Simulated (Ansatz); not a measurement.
```
Na F
1.0
     2.79349    0.00000    0.00000
     0.00000    2.79349    0.00000
     0.00000    0.00000    2.79349
Na F
1 1
Direct
  0.00000 0.00000 0.00000
  0.50000 0.50000 0.50000
```

Space group Pm-3m; started from the CsCl prototype, which need not be the ambient phase; computed pressure about 4 GPa in this cell.

All numbers below come from DFT, PBE, plane waves, PAW (Ansatz 0.2.0).

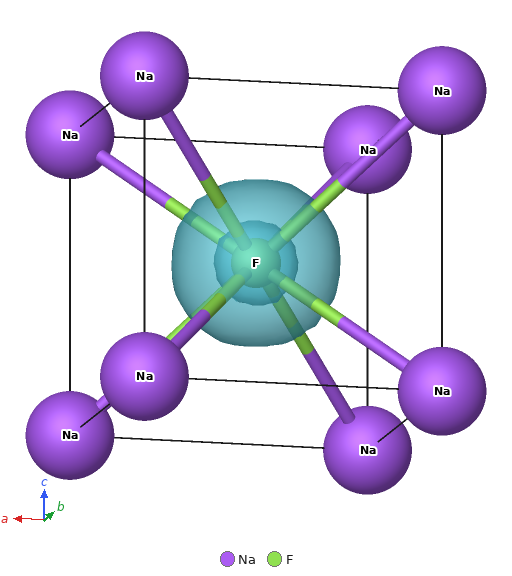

NaF. Isosurface of the ELF at 0.75 (cyan), seen at an oblique angle. Core shells and regions of very low density are left out. Sticks mark near contacts.

Core electrons are frozen (PAW), and the valence fields are smoothed inside the atomic spheres.

### What do the ELF domains correspond to?

The ELF exceeds this value in one region wrapped around F (its valence shell), counted in one cell of 2 atoms. Any copies at cell faces, edges or corners count once. Along the contacts the grid gives the following. Na–F (2.42 Å): the ELF is about 0.05 at the midpoint; an ionic contact with no shared pair.

### Metal or insulator at this level of theory?

It is gapped, with a Kohn–Sham gap of 6.1 eV on the k-point mesh, an upper bound to the gap of this method.
